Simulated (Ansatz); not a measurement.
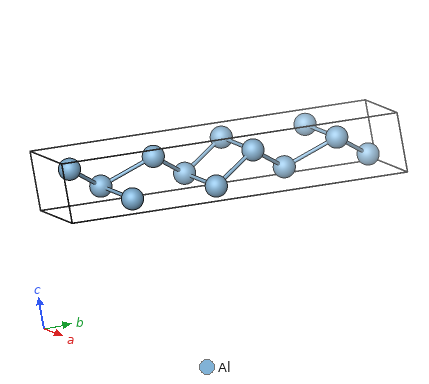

Ball-and-stick drawing of the structure, looking from a general direction. The lines enclose the conventional unit cell; boundary atoms appear with their images.

Al, space group C2/c (No. 15), a = 2.78 Å, b = 18.17 Å, c = 2.78 Å, α = 90.00°, β = 109.47°, γ = 90.00°.

All computed values are from DFT PBEsol, scalar-relativistic, plane waves, PAW (Ansatz 0.2.0). Settings: wavefunction cutoff 420 eV, k-points about 0.11 Å⁻¹ apart, Gaussian smearing of 0.15 eV, no spin polarisation.

Classify it as metallic or gapped, with the value.

Answer. A metal: bands cross the Fermi level.

What is the pressure at this volume?

Answer. The computed pressure is 0.9 GPa (compressed: it would expand). The stress isn't hydrostatic: its largest component is 1.9 GPa.

The structure was taken from a structure listed in the Materials Project. The cell was then strained or its atoms displaced on purpose. It went into a calculation with Ansatz.
